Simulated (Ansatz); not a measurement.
# Geometry relaxation, with input and output: NiGe3 (part 2 of 2)

The same run, continued: NiGe3 (Fm-3m, 4 atoms in the cell); DFT PBEsol, scalar-relativistic, plane waves, PAW, no spin polarisation (Ansatz 0.2.0); cutoff 420 eV, 12×12×12 k-mesh, Gaussian smearing of 0.1 eV. The structure was built on a prototype by a generator; it need not be a known phase.

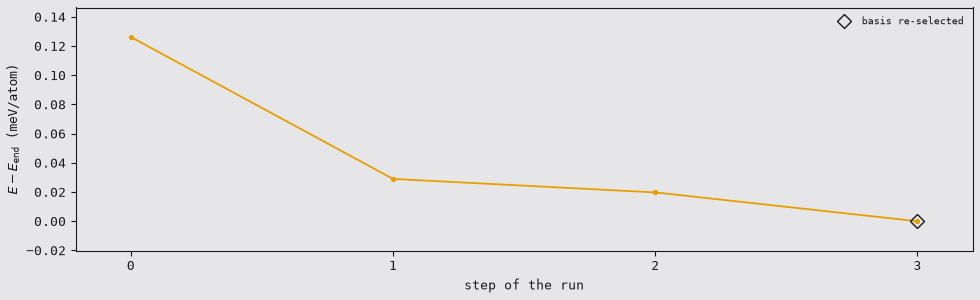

**Figure 1.** Progress of the relaxation, step by step (the first geometry is step 0 here and step 1 in the log). The energy falls by 0.1 meV per atom in 2 geometry steps. All forces vanish by symmetry, so only the cell relaxes. Pressure: 0.51 GPa at the start and 0.00 GPa at the end. The atoms keep their places relative to the cell (all moves are under 0.005 Å). A last SCF at the same geometry on a re-selected plane-wave basis shifts the energy by next to nothing (0.0 meV per atom).

```
basis re-selected at this cell: Δ(F+E_penalty+E_count) = -7.938e-5 eV, ΔP = -0.001 GPa vs the last step (what re-selecting the basis moved, of the pressure what is left beyond the Pulay correction that the steps carried, after the strain that the cell walked since its last selection, with what the two solves' SCF thresholds leave and, on support functions, any second-order correction that the steps lacked; it is no measure of the basis error at this ecutwfc). This SCF's stress stands 2.04e-3 GPa from its target on what of the cell is left free (relax.cell.stress_tol is 5.00e-2 GPa) and its largest allowed force component is 7.40e-17 eV/Å (relax.f_tol is 1.00e-2 eV/Å): within both
SCF converged after 9 iterations
Free energy (F): -18564.472699 eV
Harris-Foulkes:  -18564.472699 eV  (|F-HF|=7.28e-12)
Internal energy: -18564.460048 eV  (E = F + TS)
E sigma→0 (E₀):  -18564.466373 eV
Entropy (-TS):   -0.012652 eV (-3.163 meV/atom)
Fermi energy:    13.380323 eV
--- Per-component energies (eV) ---
  E_band       = -612.457005
  E_kinetic    = 618.867370
  E_local      = -10061.014658  (includes V_loc(G=0)·N_el)
  E_nonlocal   = 1896.296940
  E_hartree    = 4348.001198
  E_xc         = -310.513728
  E_vxc        = -304.584527  (∫ρ·V_xc dr)
  E_paw        = -7529.492494  (= ΣΔE_a)
  E_vpaw       = -1458.025614  (= ΣTr[D̂ρ^β])
  E_aug_tail   = 0.001091  (compensation charges beyond the density's cutoff)
  E_ewald      = -7529.556864
  E_core_change = 2.951098  (= ΣΔE_core)
  E_smearing   = -0.012652  (= −TS)
  E_closure    = 0.000000  (closes the sum)
  Σ components = -18564.472699   (vs F -18564.472699, Δ=0.00e0)
--- Forces (eV/Å), atoms counted from 1 ---
  atom   1  Ge     0.00000000     0.00000000    -0.00000000
  atom   2  Ge    -0.00000000    -0.00000000     0.00000000
  atom   3  Ge     0.00000000     0.00000000    -0.00000000
  atom   4  Ni    -0.00000000     0.00000000     0.00000000
  max |Σ_I F_I| component: 5.55e-17 eV/Å
--- Stress (GPa, compression-positive) ---
       -0.002041      -0.000000      -0.000000
       -0.000000      -0.002041      -0.000000
       -0.000000      -0.000000      -0.002041
  P = ⅓ Tr σ = -0.0020 GPa (-0.020 kbar)
--- Band table (eV; the first three rows and the last of 72) ---
  k-point 0: bands = ["-89.1883", "-49.7539", "-49.7539", "-49.7539", "-11.4928", "-11.4928", "-11.4928", "-11.4757", "-11.4757", "-11.3089", "-11.3089", "-11.3089", "-11.2939", "-11.2939", "-11.2413", "-11.2413", "-11.2413", "-11.2306", "-11.2306", "-0.2516", "8.3661", "9.9749", "9.9749", "9.9749", "10.3226", "11.6623", "11.6623", "11.9986", "11.9986", "11.9986", "14.0050", "14.0050", "14.0050", "15.3619", "15.3619", "15.3619"]
  k-point 1: bands = ["-89.1883", "-49.7539", "-49.7539", "-49.7539", "-11.4937", "-11.4937", "-11.4930", "-11.4745", "-11.4745", "-11.3079", "-11.3079", "-11.3061", "-11.2932", "-11.2932", "-11.2439", "-11.2422", "-11.2422", "-11.2315", "-11.2315", "-0.1752", "7.9456", "9.6668", "9.9448", "9.9448", "10.4059", "11.4418", "11.4418", "12.2621", "12.2621", "12.5057", "13.9467", "13.9534", "13.9534", "15.3385", "15.3385", "15.5015"]
  k-point 2: bands = ["-89.1883", "-49.7539", "-49.7539", "-49.7539", "-11.4960", "-11.4960", "-11.4933", "-11.4712", "-11.4712", "-11.3049", "-11.3049", "-11.2988", "-11.2912", "-11.2912", "-11.2513", "-11.2449", "-11.2449", "-11.2337", "-11.2337", "0.0531", "6.9921", "8.9752", "9.8521", "9.8521", "11.1153", "11.2340", "11.2340", "12.4516", "12.5772", "12.5772", "13.7085", "13.7085", "14.3505", "15.5174", "15.5174", "16.1890"]
  k-point 71: bands = ["-89.1883", "-49.7539", "-49.7539", "-49.7539", "-11.5084", "-11.4977", "-11.4977", "-11.4579", "-11.4499", "-11.2995", "-11.2995", "-11.2991", "-11.2886", "-11.2740", "-11.2585", "-11.2585", "-11.2504", "-11.2504", "-11.2289", "3.6146", "3.9958", "3.9958", "6.9194", "10.8374", "10.8374", "11.6266", "11.6759", "12.0660", "13.1666", "13.2520", "13.2520", "14.7659", "17.7983", "18.8389", "19.2939", "19.2939"]
--- Relaxed structure (3 steps of the walk, 3 accepted, 1 SCFs on fresh bases) ---
  F+E_penalty+E_count = -18564.47269932 eV   max|allowed force component| = 7.401e-17 eV/Å   (the final SCF, on the basis selected at the relaxed cell)
  cell:  # Å, volume = 62.6924 Å³
    - [-5.97113910104952e-35, 3.153031022800146, 3.153031022800146]
    - [3.153031022800146, -2.61137816685899e-34, 3.153031022800146]
    - [3.153031022800146, 3.153031022800146, 4.856526468853607e-35]
  atoms:
    - { symbol: Ge, position: [0.25, 0.25, 0.25] }
    - { symbol: Ge, position: [0.7499999999999999, 0.7499999999999999, 0.7499999999999999] }
    - { symbol: Ge, position: [0.5, 0.5, 0.5] }
    - { symbol: Ni, position: [2.9188392739785424e-35, -1.6302080830784287e-35, -4.1218272790846764e-35] }
```

Trajectory as extended XYZ (Å, eV, eV/Å), 4 frames, from step=1 to step=4
```
4
Lattice="0.0000 3.1477 3.1477 3.1477 0.0000 3.1477 3.1477 3.1477 0.0000" Properties=species:S:1:pos:R:3:forces:R:3 step=1 energy=-18564.47219 pressure_GPa=0.51
Ge    1.5739    1.5739    1.5739    0.0000   0.0000   0.0000
Ge    4.7216    4.7216    4.7216    0.0000   0.0000   0.0000
Ge    3.1477    3.1477    3.1477    0.0000   0.0000   0.0000
Ni    0.0000    0.0000    0.0000    0.0000   0.0000   0.0000
4
Lattice="0.0000 3.1541 3.1541 3.1541 0.0000 3.1541 3.1541 3.1541 0.0000" Properties=species:S:1:pos:R:3:forces:R:3 step=2 energy=-18564.47258 pressure_GPa=-0.11
Ge    1.5771    1.5771    1.5771    0.0000   0.0000   0.0000
Ge    4.7312    4.7312    4.7312    0.0000   0.0000   0.0000
Ge    3.1541    3.1541    3.1541    0.0000   0.0000   0.0000
Ni    0.0000    0.0000    0.0000    0.0000   0.0000   0.0000
4
Lattice="0.0000 3.1530 3.1530 3.1530 0.0000 3.1530 3.1530 3.1530 0.0000" Properties=species:S:1:pos:R:3:forces:R:3 step=3 energy=-18564.47262 pressure_GPa=-0.00
Ge    1.5765    1.5765    1.5765    0.0000   0.0000   0.0000
Ge    4.7295    4.7295    4.7295    0.0000   0.0000   0.0000
Ge    3.1530    3.1530    3.1530    0.0000   0.0000   0.0000
Ni    0.0000    0.0000    0.0000    0.0000   0.0000   0.0000
4
Lattice="0.0000 3.1530 3.1530 3.1530 0.0000 3.1530 3.1530 3.1530 0.0000" Properties=species:S:1:pos:R:3:forces:R:3 step=4 energy=-18564.47270 pressure_GPa=-0.00
Ge    1.5765    1.5765    1.5765    0.0000   0.0000   0.0000
Ge    4.7295    4.7295    4.7295    0.0000   0.0000   0.0000
Ge    3.1530    3.1530    3.1530    0.0000   0.0000   0.0000
Ni    0.0000    0.0000    0.0000    0.0000   0.0000   0.0000
```

The run was set up as follows.

Input file
```yaml
crystal:
  lattice:
    - [0.0, 3.1477114646, 3.1477114646]
    - [3.1477114646, 0.0, 3.1477114646]
    - [3.1477114646, 3.1477114646, 0.0]
  atoms:
    - { symbol: Ge, position: [0.25, 0.25, 0.25] }
    - { symbol: Ge, position: [0.75, 0.75, 0.75] }
    - { symbol: Ge, position: [0.5, 0.5, 0.5] }
    - { symbol: Ni, position: [0.0, 0.0, 0.0] }
basis:
  ecutwfc: 420
kpoints:
  mp_grid: { grid: [12, 12, 12] }
hamiltonian:
  xc: pbesol
scf:
  occupations: { method: gaussian, width: 0.1 }
output:
  forces: true
  stress: true
  eigenvalues: true
relax:
  adjacent_minimum: "off"
  f_tol: 0.01
  max_steps: 80
  cell: { stress_tol: 0.05 }
```

Launched with:
```bash
ansatz run input.yaml --threads 1 --pin off --max-ram 2560MiB --backend cpu --events-out ev --progress --plain --runs-dir out
```

Results in brief

| quantity | value |
| --- | --- |
| outcome | converged |
| space group (tolerance 0.01 Å) | Fm-3m (225) |
| electrons treated | 60 |
| free energy | −18564.4727 eV |
| Fermi energy | 13.380 eV |
| gap on the k-point mesh | none (metallic) |
| pressure | 0.00 GPa |
| final volume | 62.69 Å³ |
| largest force (length of the vector) at the end | under 0.001 eV/Å |
| final cell | a = 4.459 Å, b = 4.459 Å, c = 4.459 Å, α = 60.00°, β = 60.00°, γ = 60.00° |
| hardware | 1 thread of Arm Neoverse V1, 24 GiB of memory available, shared host |
| wall time | 38 s |
| peak memory | 0.43 GiB |

Notes

The run has no spin polarisation, so a magnetic state may lie lower.
